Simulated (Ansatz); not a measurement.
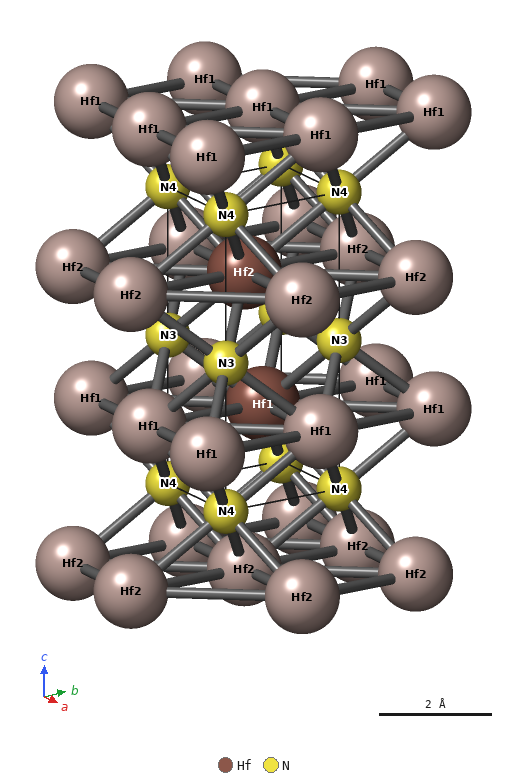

**Figure 1.** The input geometry of run 1 (ball-and-stick view of the cell of the calculation, seen slightly off an axis; neighbours outside the cell are drawn fainter; atoms are numbered from 1 in the order of the input). An atom can appear more than once, as a periodic image.

## Two runs on HfN

System: HfN (4 atoms in the cell).
Method of run 1: Kohn-Sham DFT of a periodic cell, HSE06, Ansatz PAW, no spin polarisation (Ansatz 0.2.0).

The structure derives from a Materials Project entry. Text and figures count atoms from 1; the logs count them from 0 in places.

## Input file, run 1
```yaml
crystal:
  lattice:
    - [3.1339080219, 0.0, 0.0]
    - [-1.566954011, 2.7140439601, 0.0]
    - [0.0, 0.0, 5.41676772]
  atoms:
    - { symbol: Hf, position: [0.3333333333, 0.6666666667, 0.25] }
    - { symbol: Hf, position: [0.6666666667, 0.3333333333, 0.75] }
    - { symbol: "N", position: [0.0, 0.0, 0.5] }
    - { symbol: "N", position: [0.0, 0.0, 0.0] }
hamiltonian:
  xc: hse06
  pseudopotentials: { kind: paw }
kpoints:
  mp_grid: { grid: [6, 6, 4] }
scf:
  occupations: { method: fermi_dirac, width: 0.05 }
output:
  forces: true
  stress: true
  eigenvalues: true
relax:
  f_tol: 0.01
  max_steps: 40
  cell: { stress_tol: 0.05 }
```

Hardware: 1 × NVIDIA H100 80GB HBM3, 2 threads of AMD EPYC (Zen 3), 1656 GiB of memory available, shared host.

## Output, shortened to warnings, some set-up lines, iterations and results (run 1)
```
Basis set: ecut = 420 eV, 895 PW (Γ), exchange–correlation on 48×48×80 points (8 copies of the dense FFT grid, shifted against one another)
Symmetry: 24 space group operations
k-points: 21 of 144
Initial density: superposition of atomic densities (neutral atoms: chi_scale 0, normalization atom), corrected by the library's trained network
[...]
SCF iter   1: F=—  HF=-32217.267994 eV  |F-HF|=—  |Δ(HF+E_count)|=         —  Δρ=7.58e-3  dr2=2.23e-2  ethr=1.77e-3  ⟨swp⟩=5.0  Hψ=3038  notcnv=0
SCF iter   2: F=—  HF=-32217.263363 eV  |F-HF|=—  |Δ(HF+E_count)|=   4.63e-3  Δρ=2.22e-3  dr2=1.16e-3  ethr=1.93e-6  ⟨swp⟩=3.7  Hψ=3713  notcnv=0
SCF iter   3: F=—  HF=-32217.263262 eV  |F-HF|=—  |Δ(HF+E_count)|=   1.01e-4  Δρ=9.26e-4  dr2=1.39e-4  ethr=1.87e-6  ⟨swp⟩=3.9  Hψ=1946  notcnv=0
SCF iter   4: F=—  HF=-32217.263241 eV  |F-HF|=—  |Δ(HF+E_count)|=   2.06e-5  Δρ=3.07e-4  dr2=1.35e-5  ethr=2.24e-7  ⟨swp⟩=3.0  Hψ=2012  notcnv=0
SCF iter   5: F=—  HF=-32217.263248 eV  |F-HF|=—  |Δ(HF+E_count)|=   6.68e-6  Δρ=6.36e-5  dr2=6.41e-7  ethr=2.17e-8  ⟨swp⟩=3.2  Hψ=1932  notcnv=0
[... 110 lines ...]
SCF 20 stopped early in 5 iterations: F = -32217.857910 eV  dr2 = 4.12e-11
SCF iter   1: F=—  HF=-32217.857911 eV  |F-HF|=—  |Δ(HF+E_count)|=         —  Δρ=1.89e-6  dr2=1.55e-9  ethr=7.97e-11  ⟨swp⟩=12.0  Hψ=2521  notcnv=0
SCF iter   2: F=-32217.857911 eV  HF=-32217.857911 eV  |F-HF|=1.82e-11  |Δ(HF+E_count)|=  4.22e-10  Δρ=2.40e-7  dr2=2.19e-11  ethr=1.00e-12  ⟨swp⟩=2.0  Hψ=3129  notcnv=0
SCF 21 converged in 2 iterations: F = -32217.857911 eV  dr2 = 2.19e-11
relax step   6: F+E_penalty+E_count = -32217.85791062 eV  Δ(F+E_penalty+E_count) = -7.679e-4 eV  max|allowed force component| = 1.388e-17 eV/Å  Δτ_max = 0.0000 Å  P = +0.020 …
basis re-selected at this cell: Δ(F+E_penalty+E_count) = -7.679e-4 eV, ΔP = +0.021 GPa vs the last step (what re-selecting the basis moved, of the pressure what is left beyond the Pulay correction that the steps carried, after the strain that the cell walked since its last selection, with what the …
hybrid SCF converged: 2 outer / 7 inner (+0 warm-up), last move |dexx| = 4.34e-11 eV, tail = 6.20e-11 eV
Stability not checked: this state was not tested for a lower state beside it, because the functional holds exact exchange (a hybrid, or Hartree-Fock), whose exchange loop this test does not read (fock_operator; see scf.lower_state_search)
Free energy (F): -32217.857911 eV
Frozen-core exchange: fock
Harris-Foulkes:  -32217.857911 eV  (|F-HF|=1.82e-11)
Internal energy: -32217.845645 eV  (E = F + TS)
E sigma→0 (E₀):  -32217.851778 eV
Entropy (-TS):   -0.012265 eV (-3.066 meV/atom)
Fermi energy:    23.205735 eV
--- Per-component energies (eV) ---
  E_band       = 193.537512
  E_kinetic    = 1105.741073
  E_local      = -9452.047077  (includes V_loc(G=0)·N_el)
  E_nonlocal   = -2428.767883
  E_hartree    = 4484.305843
  E_xc         = -571.823384
  E_vxc        = -544.284434  (∫ρ·V_xc dr)
  E_exx        = -257.694969  (= α·E_x^exact, valence–valence)
  E_paw        = -13974.842650  (= ΣΔE_a)
  E_vpaw       = 3059.673834  (= ΣTr[D̂ρ^β])
  E_aug_tail   = 0.000190  (compensation charges beyond the density's cutoff)
  E_ewald      = -11124.976539
  E_core_change = 2.259750  (= ΣΔE_core)
  E_smearing   = -0.012265  (= −TS)
  E_closure    = -0.000001  (closes the sum)
  Σ components = -32217.857911   (vs F -32217.857911, Δ=0.00e0)
--- Forces (eV/Å), atoms counted from 1 ---
  atom   1  Hf     0.00000000     0.00000000    -0.00000000
  atom   2  Hf     0.00000000     0.00000000     0.00000000
  atom   3  N      0.00000000    -0.00000000     0.00000000
  atom   4  N      0.00000000    -0.00000000    -0.00000000
  max |Σ_I F_I| component: 9.25e-18 eV/Å
--- Stress (GPa, compression-positive) ---
        0.020679      -0.000000       0.000000
       -0.000000       0.020679       0.000000
        0.000000       0.000000       0.017435
  P = ⅓ Tr σ = 0.0196 GPa (0.196 kbar)
--- Relaxed structure (5 steps of the walk, 5 accepted, 1 SCFs on fresh bases) ---
[...]
```

Run 2 used a changed input.

## The two runs side by side

| quantity | run 1 | run 2 |
| --- | --- | --- |
| outcome | converged | converged |
| free energy per atom (eV) | −8054.4645 | −8053.3218 |
| energy per atom, smearing taken to zero (eV) | −8054.4629 | −8053.3204 |
| gap on the mesh (eV) | 0.00 | 0.00 |
| pressure (GPa) | 0.02 | 0.02 |
| volume per atom (Å³) | 11.58 | 11.59 |
| largest force (eV/Å) | 0.000 | 0.000 |
| irreducible k-points | 21 | 21 |
| wall time (shared host) | 2.7 min | 3.4 min |

Which change of the input explains these differences?

The change (lines with − go, lines with + come):
```diff
-  xc: hse06
+  xc: pbe0
```

The total energies belong to different methods, so their difference says nothing on which is more stable or more accurate. The functional changes from HSE06 to PBE0.

## Output, shortened to warnings, some set-up lines, iterations and results (run 2)
```
Basis set: ecut = 420 eV, 895 PW (Γ), exchange–correlation on 48×48×80 points (8 copies of the dense FFT grid, shifted against one another)
Symmetry: 24 space group operations
k-points: 21 of 144
Initial density: superposition of atomic densities (neutral atoms: chi_scale 0, normalization atom), corrected by the library's trained network
[...]
SCF iter   1: F=—  HF=-32217.266037 eV  |F-HF|=—  |Δ(HF+E_count)|=         —  Δρ=7.57e-3  dr2=2.23e-2  ethr=1.77e-3  ⟨swp⟩=5.0  Hψ=3038  notcnv=0
SCF iter   2: F=—  HF=-32217.261438 eV  |F-HF|=—  |Δ(HF+E_count)|=   4.60e-3  Δρ=2.22e-3  dr2=1.16e-3  ethr=1.93e-6  ⟨swp⟩=3.7  Hψ=3705  notcnv=0
SCF iter   3: F=—  HF=-32217.261345 eV  |F-HF|=—  |Δ(HF+E_count)|=   9.30e-5  Δρ=9.15e-4  dr2=1.36e-4  ethr=1.87e-6  ⟨swp⟩=3.9  Hψ=1945  notcnv=0
SCF iter   4: F=—  HF=-32217.261326 eV  |F-HF|=—  |Δ(HF+E_count)|=   1.82e-5  Δρ=3.03e-4  dr2=1.32e-5  ethr=2.19e-7  ⟨swp⟩=3.1  Hψ=2021  notcnv=0
SCF iter   5: F=—  HF=-32217.261333 eV  |F-HF|=—  |Δ(HF+E_count)|=   6.51e-6  Δρ=6.41e-5  dr2=6.47e-7  ethr=2.13e-8  ⟨swp⟩=3.2  Hψ=1934  notcnv=0
[... 130 lines ...]
SCF 20 stopped early in 6 iterations: F = -32213.287190 eV  dr2 = 4.60e-11
SCF iter   1: F=—  HF=-32213.287192 eV  |F-HF|=—  |Δ(HF+E_count)|=         —  Δρ=1.50e-6  dr2=8.05e-10  ethr=1.61e-10  ⟨swp⟩=12.2  Hψ=2528  notcnv=0
SCF iter   2: F=-32213.287192 eV  HF=-32213.287192 eV  |F-HF|=0.00e0  |Δ(HF+E_count)|=  2.36e-10  Δρ=1.74e-7  dr2=9.35e-12  ethr=1.27e-12  ⟨swp⟩=3.9  Hψ=1669  notcnv=0
SCF 21 converged in 2 iterations: F = -32213.287192 eV  dr2 = 9.35e-12
relax step   6: F+E_penalty+E_count = -32213.28719173 eV  Δ(F+E_penalty+E_count) = -9.066e-4 eV  max|allowed force component| = 6.361e-17 eV/Å  Δτ_max = 0.0000 Å  P = +0.023 …
basis re-selected at this cell: Δ(F+E_penalty+E_count) = -9.066e-4 eV, ΔP = +0.023 GPa vs the last step (what re-selecting the basis moved, of the pressure what is left beyond the Pulay correction that the steps carried, after the strain that the cell walked since its last selection, with what the …
hybrid SCF converged: 2 outer / 8 inner (+0 warm-up), last move |dexx| = 7.82e-11 eV, tail = 2.99e-11 eV
Stability not checked: this state was not tested for a lower state beside it, because the functional holds exact exchange (a hybrid, or Hartree-Fock), whose exchange loop this test does not read (fock_operator; see scf.lower_state_search)
Free energy (F): -32213.287192 eV
Frozen-core exchange: fock
Harris-Foulkes:  -32213.287192 eV  (|F-HF|=0.00e0)
Internal energy: -32213.275728 eV  (E = F + TS)
E sigma→0 (E₀):  -32213.281460 eV
Entropy (-TS):   -0.011464 eV (-2.866 meV/atom)
Fermi energy:    23.141062 eV
--- Per-component energies (eV) ---
  E_band       = 168.066563
  E_kinetic    = 1105.348392
  E_local      = -9454.187819  (includes V_loc(G=0)·N_el)
  E_nonlocal   = -2427.532843
  E_hartree    = 4483.659796
  E_xc         = -554.234442
  E_vxc        = -529.405992  (∫ρ·V_xc dr)
  E_exx        = -283.431130  (= α·E_x^exact, valence–valence)
  E_paw        = -13961.843603  (= ΣΔE_a)
  E_vpaw       = 3073.387300  (= ΣTr[D̂ρ^β])
  E_aug_tail   = 0.000191  (compensation charges beyond the density's cutoff)
  E_ewald      = -11123.235778
  E_core_change = 2.181508  (= ΣΔE_core)
  E_smearing   = -0.011464  (= −TS)
  E_closure    = -0.000000  (closes the sum)
  Σ components = -32213.287192   (vs F -32213.287192, Δ=0.00e0)
--- Forces (eV/Å), atoms counted from 1 ---
  atom   1  Hf     0.00000000    -0.00000000     0.00000000
  atom   2  Hf    -0.00000000     0.00000000     0.00000000
  atom   3  N     -0.00000000     0.00000000     0.00000000
  atom   4  N     -0.00000000    -0.00000000     0.00000000
  max |Σ_I F_I| component: 4.63e-18 eV/Å
--- Stress (GPa, compression-positive) ---
        0.024907       0.000000       0.000000
        0.000000       0.024907       0.000000
        0.000000       0.000000       0.018868
  P = ⅓ Tr σ = 0.0229 GPa (0.229 kbar)
--- Relaxed structure (5 steps of the walk, 5 accepted, 1 SCFs on fresh bases) ---
[...]
```

For both runs: Spin–orbit coupling is left out, which matters for Hf.
